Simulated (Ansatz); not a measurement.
# C: single-point calculation (part 1 of 2)

- system: C (slab, 7 atoms in the cell)
- method: DFT, PBE, dispersion d3bj, plane waves, PAW, spin-polarised (Ansatz 0.2.0)

The structure derives from an entry of the Crystallography Open Database. Figures and captions count atoms from 1; the log counts them from 0 in places.

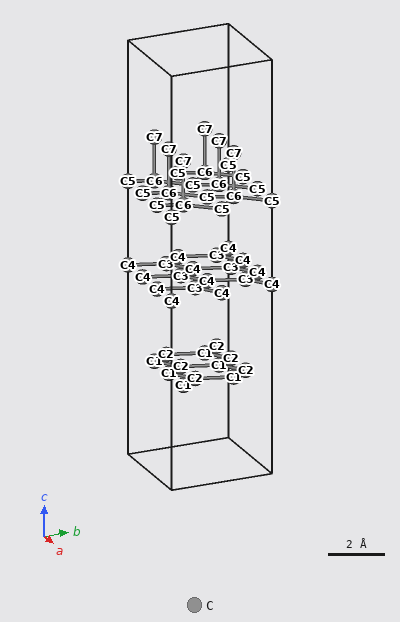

**Figure 1.** The structure as given in the input (ball-and-stick view of the 3 × 2 repeat of the cell, with the vacuum cut short, seen slightly off an axis; atoms are numbered from 1 in the order of the input). An atom can appear more than once, as a periodic image. Near neighbours in the periodic cell (some may lie outside the picture): C has 3 C at 1.42 to 1.44 Å; C has 4 C at 1.44 to 1.61 Å; C has 1 C at 1.61 Å.

Key numbers:

- outcome: converged
- electrons treated: 28
- free energy: −1740.3872 eV
- Fermi energy: 0.903 eV
- gap on the k-point mesh: none (metallic)
- net moment of the cell: 0.00 μB
- integrated absolute moment: 0.00 μB
- largest force (length of the vector): 1.730 eV/Å
- hardware: 1 thread of Arm Neoverse N1, 24 GiB of memory available, shared host
- wall time: 17 s
- peak memory: 0.28 GiB

Settings chosen away from the usual ones: basis.ecutwfc set to 14.7 Ry (from 420). These settings are looser than, or depart from, a standard set-up, so the numbers are not reference values for this system. The program warns: the cutoff is below the recommended one; some starting moments were not kept; the state was not tested for a lower one; the density in the vacuum is higher than it should be, so vacuum levels may be off.

Input file:
```yaml
crystal:
  lattice:
    - [2.4650495083, 0.0, 0.0]
    - [-1.2325247542, 2.1347954958, 0.0]
    - [0.0, 0.0, 25.6987123419]
  atoms:
    - { symbol: C, position: [0.6666666667, 0.3333333333, 0.3307558716] }
    - { symbol: C, position: [0.3333333333, 0.6666666667, 0.3308185209] }
    - { symbol: C, position: [0.3333333333, 0.6666666667, 0.4613506062] }
    - { symbol: C, position: [0.0, 0.0, 0.4614895304] }
    - { symbol: C, position: [0.0, 0.0, 0.5817745316] }
    - { symbol: C, position: [0.6666666667, 0.3333333333, 0.5899656434] }
    - { symbol: C, position: [0.6666666667, 0.3333333333, 0.6527088799], spin: 2.0 }
basis:
  ecutwfc: "14.7 Ry"
kpoints:
  mp_grid: { grid: [12, 12, 1] }
hamiltonian:
  xc: pbe
  dispersion: d3bj
scf:
  occupations: { method: gaussian, width: 0.05 }
output:
  forces: true
  eigenvalues: true
magnetization:
  spin_polarized: true
efield:
  axis: 3
  dipole_correction: true
  ramp_width: 0.04
```

Command:
```bash
ansatz run input.yaml --threads 1 --pin off --max-ram 2560MiB --backend cpu --events-out ev --progress --plain --runs-dir out
```

Output:
```
Warning: basis.ecutwfc = 200.00368890801178 eV is below the records' recommended 420 eV, and the density's cutoff is lower with it unless basis.ecutrho_ratio is high enough to keep the records' density cutoff: compare with a run at a higher cutoff
Engine: ansatz 0.2.0, aarch64-unknown-linux-gnu
Pseudopotentials: kind: paw
Pseudopotential: C, paw, valence charge 4, recommended cutoff 420 eV (normal), C.paw.azcp
Functional definition: PBE
  parameter kappa = 0.804
  parameter beta = 0.06672455060314922
  exchange = pbe_x(kappa = kappa, mu = beta*pi^2/3)
  correlation = pbe_c(beta = beta)
Crystal: 7 atoms, lattice volume = 135.236 Å³
Basis set: ecut = 200.00368890801178 eV, 857 PW (Γ), exchange–correlation on 24×24×240 points (8 copies of the dense FFT grid, shifted against one another)
Bands: 22, of which v1, the nominal top of the filled ones, is band 14 counted from 1 (13 counted from 0)
Symmetry: 6 space group operations
k-points: 19 of 144 (time reversal used)
Non-local potential: C, projectors of the file, l = 0: 2, l = 1: 2, l = 2: 1
PAW form: soft (Blöchl's): semilocal exchange-correlation on the pseudo side does not see the compensation charge
PAW one-centre angular grid: C, 110 points (default); XC on 64 Gauss nodes
Initial density: superposition of atomic densities (neutral atoms: chi_scale 0, normalization atom)
Starting moments: Σ|m| = 2 μB on 1 of 7 sites
Initial wavefunctions: pseudopotential atomic-orbital guess
Functional: x = pbe(κ = 0.804, μ = 0.2195149727645171), c = pbe(β = 0.06672455060314922)
```
